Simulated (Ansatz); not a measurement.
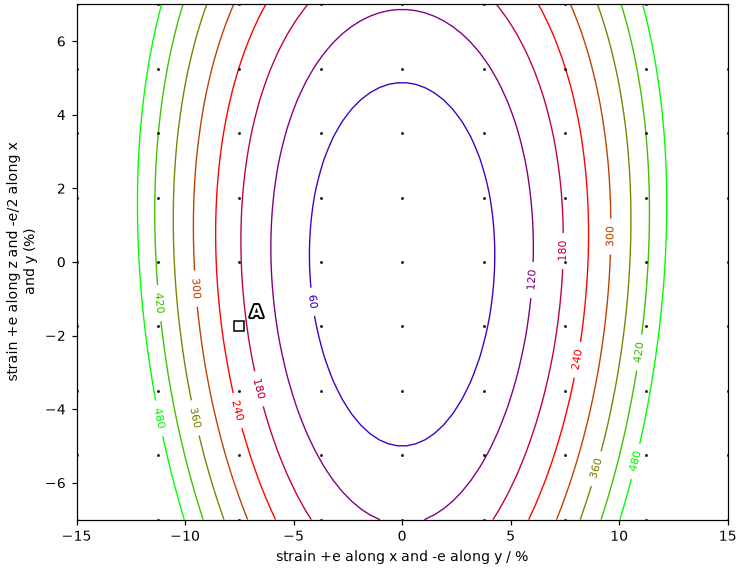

C (Fd-3m, No. 227; 2 atoms in the cell). The energy is mapped over two homogeneous strains (x, y and z along the cube axes). First axis: strain +e along x and -e along y. Second axis: strain +e along z and -e/2 along x and y. Nothing is relaxed (symmetry fixes all fractional coordinates). The grid has 9 × 9 points; 45 points were computed and 36 follow by symmetry. Points are written as (first, second). All energies are given in meV/atom relative to the lowest grid point. The band gap closes in part of the range. Level of theory: DFT LDA, scalar-relativistic, plane waves, PAW in Ansatz 0.2.0. Settings: cutoff 520 eV, k-mesh 12×12×12, gaussian smearing 0.05 eV, no spin polarisation.

Drawn: contour lines labelled in meV/atom (none above 480), dots at the grid points, the point A. Between grid points the surface is interpolated.

Which way does the force act at A, and how strong is it?

A, at (−7.50 %, −1.75 %), is not a stationary point. The computed force is 50 meV/atom for each 1 % towards larger values of the first coordinate and 11 meV/atom for each 1 % towards larger values of the second coordinate.

PAW datasets: the set soft_1.
